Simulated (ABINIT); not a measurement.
**Optical-spectrum calculation of Au (part 2 of 2)**

The same run, continued: Au (Fm-3m, 1 atom in the cell); Kohn-Sham DFT of a periodic cell, LDA, PseudoDojo NC SR LDA v0.4.1 standard, no spin polarisation (ABINIT 10.8.3); cutoff 761.92 eV, 12×12×12 k-mesh, fermi-dirac of 0.1 eV. The structure derives from an entry of the Crystallography Open Database.

Geometry of the input (Å; fractional positions):
```
0.0000  2.0350  2.0350
2.0350  0.0000  2.0350
2.0350  2.0350  0.0000
Au 0.0000  0.0000  0.0000
```

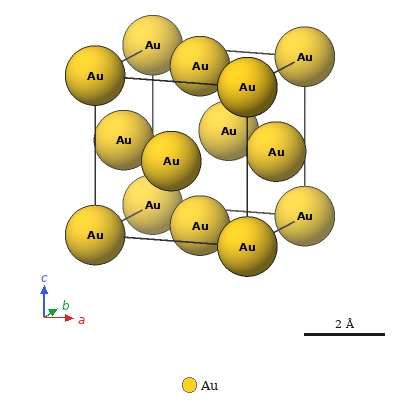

*The structure as given in the input (spheres-only view of the cell 4 times as large as that of the calculation, set on its symmetry axes, seen slightly off an axis).*

## Log, continued
```
--- !ResultsGS
iteration_state: {dtset: 1, }
comment   : Summary of ground state results
lattice_vectors:
- [  0.0000000,   3.8455927,   3.8455927, ]
- [  3.8455927,   0.0000000,   3.8455927, ]
- [  3.8455927,   3.8455927,   0.0000000, ]
lattice_lengths: [   5.43849,    5.43849,    5.43849, ]
lattice_angles: [ 60.000,  60.000,  60.000, ] # degrees, (23, 13, 12)
lattice_volume:   1.1374173E+02
convergence: {deltae:  7.105E-13, res2:  1.285E-13, residm:  5.358E-05, diffor: null, }
etotal    :  -1.47550360E+02
entropy   :   0.00000000E+00
fermie    :   4.74350381E-01
cartesian_stress_tensor: # hartree/bohr^3
- [  4.13905564E-04,   0.00000000E+00,   0.00000000E+00, ]
- [  0.00000000E+00,   4.13905564E-04,   0.00000000E+00, ]
- [  0.00000000E+00,   0.00000000E+00,   4.13905564E-04, ]
pressure_GPa:  -1.2178E+01
xred      :
- [  0.0000E+00,   0.0000E+00,   0.0000E+00, Au]
cartesian_forces: # hartree/bohr
- [ -0.00000000E+00,  -0.00000000E+00,  -0.00000000E+00, ]
force_length_stats: {min:   0.00000000E+00, max:   0.00000000E+00, mean:   0.00000000E+00, }
...

 Integrated electronic density in atomic spheres:
 ------------------------------------------------
 Atom  Sphere_radius  Integrated_density
    1        2.00000         15.55884482
================================================================================

 ----iterations are completed or convergence reached----

 Mean square residual over all n,k,spin=   44.852E-09; max=  53.584E-06
 reduced coordinates (array xred) for    1 atoms
       0.000000000000      0.000000000000      0.000000000000
 rms dE/dt=  0.0000E+00; max dE/dt=  0.0000E+00; dE/dt below (all hartree)
    1       0.000000000000      0.000000000000      0.000000000000

 cartesian coordinates (angstrom) at end:
    1      0.00000000000000     0.00000000000000     0.00000000000000

 cartesian forces (hartree/bohr) at end:
    1     -0.00000000000000    -0.00000000000000    -0.00000000000000
 frms,max,avg= 0.0000000E+00 0.0000000E+00   0.000E+00  0.000E+00  0.000E+00 h/b

 cartesian forces (eV/Angstrom) at end:
    1     -0.00000000000000    -0.00000000000000    -0.00000000000000
 frms,max,avg= 0.0000000E+00 0.0000000E+00   0.000E+00  0.000E+00  0.000E+00 e/A
 length scales=  5.438489303879  5.438489303879  5.438489303879 bohr
              =  2.877924599400  2.877924599400  2.877924599400 angstroms
 Fermi (or HOMO) energy (hartree) =   0.47435   Average Vxc (hartree)=  -0.51785
 Eigenvalues (hartree) for nkpt= 182  k points:
 kpt#   1, nband= 14, wtk=  0.00347, kpt= -0.0417 -0.0833  0.0000 (reduced coord)
  -3.41276   -1.61787   -1.61756   -1.61753    0.11244    0.29586    0.30277    0.30294
   0.35348    0.35825    1.01569    1.11453    1.15187    1.16002
      occupation numbers for kpt#   1
   2.00000    2.00000    2.00000    2.00000    2.00000    2.00000    2.00000    2.00000
   2.00000    2.00000    0.00000    0.00000    0.00000    0.00000
 prteigrs : prtvol=0 or 1, do not print more k-points.

--- !EnergyTerms
iteration_state     : {dtset: 1, }
comment             : Components of total free energy in Hartree
kinetic             :  4.25153807321970E+01
hartree             :  2.57901961796109E+01
xc                  : -2.51458001198567E+01
Ewald energy        : -1.07599488063196E+02
psp_core            :  5.38782966386920E+00
local_psp           : -9.07562032758083E+01
non_local_psp       :  2.25805385072023E+00
internal            : -1.47550031032464E+02
'-kT*entropy'       : -3.29434986561631E-04
total_energy        : -1.47550360467450E+02
total_energy_eV     : -4.01504984941352E+03
band_energy         : -1.30727629639963E+01
...

 Cartesian components of stress tensor (hartree/bohr^3)
  sigma(1 1)=  4.13905564E-04  sigma(3 2)=  0.00000000E+00
  sigma(2 2)=  4.13905564E-04  sigma(3 1)=  0.00000000E+00
  sigma(3 3)=  4.13905564E-04  sigma(2 1)=  0.00000000E+00

-Cartesian components of stress tensor (GPa)         [Pressure= -1.2178E+01 GPa]
- sigma(1 1)=  1.21775221E+01  sigma(3 2)=  0.00000000E+00
- sigma(2 2)=  1.21775221E+01  sigma(3 1)=  0.00000000E+00
- sigma(3 3)=  1.21775221E+01  sigma(2 1)=  0.00000000E+00

================================================================================
== DATASET  2 ==================================================================

--- !DatasetInfo
iteration_state: {dtset: 2, }
dimensions: {natom: 1, nkpt: 182, mband: 26, nsppol: 1, nspinor: 1, nspden: 1, mpw: 836, }
cutoff_energies: {ecut:  28.0, pawecutdg:  -1.0, }
electrons: {nelect:   1.90000000E+01, charge:   0.00000000E+00, occopt:   3.00000000E+00, tsmear:   3.67493000E-03, }
meta: {optdriver: 0, ionmov: 0, optcell: 0, iscf: -3, paral_kgb: 0, }
...

 mkfilename : getden/=0, take file _DEN from output of DATASET   1.

 Exchange-correlation functional for the present dataset will be:
  LDA: Perdew-Wang 92 LSD fit to Ceperley-Alder data - ixc=7
  J.P.Perdew and Y.Wang, PRB 45, 13244 (1992)

 Real(R)+Recip(G) space primitive vectors, cartesian coordinates (Bohr,Bohr^-1):
 R(1)=  0.0000000  3.8455927  3.8455927  G(1)= -0.1300190  0.1300190  0.1300190
 R(2)=  3.8455927  0.0000000  3.8455927  G(2)=  0.1300190 -0.1300190  0.1300190
 R(3)=  3.8455927  3.8455927  0.0000000  G(3)=  0.1300190  0.1300190 -0.1300190
 Unit cell volume ucvol=  1.1374173E+02 bohr^3
 Angles (23,13,12)=  6.00000000E+01  6.00000000E+01  6.00000000E+01 degrees

 getcut: wavevector=  0.0000  0.0000  0.0000  ngfft=  27  27  27
         ecut(hartree)=     28.000   => boxcut(ratio)=   2.00998
--------------------------------------------------------------------------------

================================================================================

--- !BeginCycle
iteration_state: {dtset: 2, }
solver: {iscf: -3, nstep: 120, nline: 4, wfoptalg: 0, }
tolerances: {tolwfr: 1.00E-12, }
...

     iter   Etot(hartree)      deltaE(h)  residm     vres2
 Non-SCF case, kpt    1 ( -0.04167 -0.08333  0.00000), residuals and eigenvalues=
  7.56E-13  1.33E-13  1.12E-13  7.82E-14  8.73E-13  8.50E-13  5.48E-13  7.30E-13
  6.21E-13  1.01E-13  3.25E-13  9.40E-13  7.81E-13  1.15E-13  1.30E-13  3.11E-13
  4.72E-13  4.79E-13  5.32E-13  3.17E-13  3.12E-13  3.84E-13  9.81E-13  7.57E-09
  6.45E-06  1.73E-04
 -3.4128E+00 -1.6179E+00 -1.6176E+00 -1.6175E+00  1.1244E-01  2.9586E-01
  3.0277E-01  3.0294E-01  3.5348E-01  3.5825E-01  1.0157E+00  1.1145E+00
  1.1519E+00  1.1600E+00  1.3788E+00  1.4370E+00  1.4416E+00  1.4916E+00
  1.5220E+00  1.6255E+00  1.6381E+00  1.8113E+00  1.8602E+00  2.0567E+00
  2.1239E+00  2.1345E+00
 prteigrs : prtvol=0 or 1, do not print more k-points.

--- !ResultsGS
iteration_state: {dtset: 2, }
comment   : Summary of ground state results
lattice_vectors:
- [  0.0000000,   3.8455927,   3.8455927, ]
- [  3.8455927,   0.0000000,   3.8455927, ]
- [  3.8455927,   3.8455927,   0.0000000, ]
lattice_lengths: [   5.43849,    5.43849,    5.43849, ]
lattice_angles: [ 60.000,  60.000,  60.000, ] # degrees, (23, 13, 12)
lattice_volume:   1.1374173E+02
convergence: {deltae:  0.000E+00, res2:  0.000E+00, residm:  9.998E-13, diffor:  0.000E+00, }
etotal    :  -1.47550360E+02
entropy   :   0.00000000E+00
fermie    :   4.74350388E-01
cartesian_stress_tensor: null
pressure_GPa: null
xred      :
- [  0.0000E+00,   0.0000E+00,   0.0000E+00, Au]
cartesian_forces: null
force_length_stats: {min: null, max: null, mean: null, }
...

 Integrated electronic density in atomic spheres:
 ------------------------------------------------
 Atom  Sphere_radius  Integrated_density
    1        2.00000         15.55884483
================================================================================

 ----iterations are completed or convergence reached----

 Mean square residual over all n,k,spin=   35.494E-14; max=  99.979E-14
 reduced coordinates (array xred) for    1 atoms
       0.000000000000      0.000000000000      0.000000000000

 cartesian coordinates (angstrom) at end:
    1      0.00000000000000     0.00000000000000     0.00000000000000
 length scales=  5.438489303879  5.438489303879  5.438489303879 bohr
              =  2.877924599400  2.877924599400  2.877924599400 angstroms
 Eigenvalues (hartree) for nkpt= 182  k points:
 kpt#   1, nband= 26, wtk=  0.00347, kpt= -0.0417 -0.0833  0.0000 (reduced coord)
  -3.41276   -1.61787   -1.61756   -1.61753    0.11244    0.29586    0.30277    0.30294
   0.35348    0.35825    1.01569    1.11453    1.15187    1.16002    1.37877    1.43701
   1.44157    1.49163    1.52197    1.62555    1.63805    1.81134    1.86025    2.05668
   2.12388    2.13446
      occupation numbers for kpt#   1
   2.00000    2.00000    2.00000    2.00000    2.00000    2.00000    2.00000    2.00000
   2.00000    2.00000    0.00000    0.00000    0.00000    0.00000    0.00000    0.00000
   0.00000    0.00000    0.00000    0.00000    0.00000    0.00000    0.00000    0.00000
   0.00000    0.00000
 prteigrs : prtvol=0 or 1, do not print more k-points.

--- !EnergyTerms
iteration_state     : {dtset: 2, }
comment             : Components of total free energy in Hartree
kinetic             :  4.25153809436901E+01
hartree             :  2.57901961796109E+01
xc                  : -2.51458001198567E+01
Ewald energy        : -1.07599488063196E+02
psp_core            :  5.38782966386920E+00
local_psp           : -9.07562032758083E+01
non_local_psp       :  2.25805388572683E+00
internal            : -1.47550030785964E+02
'-kT*entropy'       : -3.29434979809467E-04
total_energy        : -1.47550360220944E+02
...

--- !EnergyTermsDC
iteration_state     : {dtset: 2, }
comment             : '"Double-counting" decomposition of free energy'
band_energy         : -1.30727628714138E+01
Ewald energy        : -1.07599488063196E+02
psp_core            :  5.38782966386920E+00
xc_dc               : -3.22656097617300E+01
internal            : -1.47550031032471E+02
'-kT*entropy'       : -3.29434979809467E-04
total_energy_dc     : -1.47550360467451E+02
...

================================================================================
== DATASET  3 ==================================================================

--- !DatasetInfo
iteration_state: {dtset: 3, }
dimensions: {natom: 1, nkpt: 182, mband: 22, nsppol: 1, nspinor: 1, nspden: 1, mpw: 836, }
cutoff_energies: {ecut:  28.0, pawecutdg:  -1.0, }
electrons: {nelect:   1.90000000E+01, charge:   0.00000000E+00, occopt:   3.00000000E+00, tsmear:   3.67493000E-03, }
meta: {optdriver: 8, wfk_task: 7, }
...

 mkfilename : getwfk/=0, take file _WFK from output of DATASET   2.

 Exchange-correlation functional for the present dataset will be:
  LDA: Perdew-Wang 92 LSD fit to Ceperley-Alder data - ixc=7
  J.P.Perdew and Y.Wang, PRB 45, 13244 (1992)

--------------------------------------------------------------------------------

 Computation of velocity matrix elements (DDK)

 Parameters extracted from the Abinit header:
    ecut:     28.0
    nkpt:    6912
    mband:   26
    nsppol:  1
    nspinor: 1
    useylm:  0
    inclvkb: 2
    bmin: 1, bmax: 26
    Computing diagonal and off-diagonal matrix elements
    Between band index bmin: 1, bmax: 26

== END DATASET(S) ==============================================================
================================================================================

 -outvars: echo values of variables after computation  --------
            acell      5.4384893039E+00  5.4384893039E+00  5.4384893039E+00 Bohr
           etotal1    -1.4755036047E+02
           etotal2    -1.4755036047E+02
           etotal3     0.0000000000E+00
            fcart1    -0.0000000000E+00 -0.0000000000E+00 -0.0000000000E+00
            fcart3     0.0000000000E+00  0.0000000000E+00  0.0000000000E+00
            rprim      0.0000000000E+00  7.0710678120E-01  7.0710678120E-01
                       7.0710678120E-01  0.0000000000E+00  7.0710678120E-01
                       7.0710678120E-01  7.0710678120E-01  0.0000000000E+00
           strten1     4.1390556367E-04  4.1390556367E-04  4.1390556367E-04
                       0.0000000000E+00  0.0000000000E+00  0.0000000000E+00
           strten3     0.0000000000E+00  0.0000000000E+00  0.0000000000E+00
                       0.0000000000E+00  0.0000000000E+00  0.0000000000E+00
 Calculation completed.
```

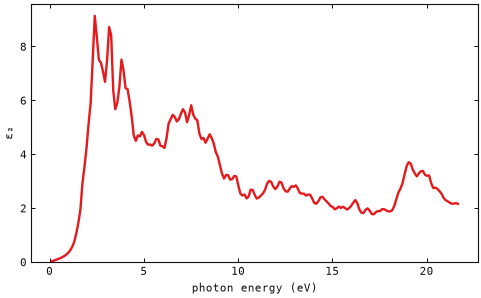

*Imaginary part of the dielectric function (first component that the program prints).*

The highest peak, 9.1, lies at 2.40 eV.

## Key numbers

- outcome: converged
- space group (tolerance 0.01 Å): Fm-3m (225)
- electrons treated: 19
- free energy: −4015.0498 eV
- Fermi energy: 12.908 eV
- gap on the k-point mesh: none (metallic)
- pressure: −12.18 GPa
- largest force (length of the vector): under 0.001 eV/Å
- hardware: 1 thread of Arm Neoverse V1, 24 GiB of memory available, shared host
- wall time: 4.4 min
- peak memory: 2.8 GiB

Points of doubt noted for this run: no intraband term. Spin–orbit coupling is left out, which matters for Au. The cell is under a tension of 12.2 GPa at this level, so it is not at its equilibrium volume.
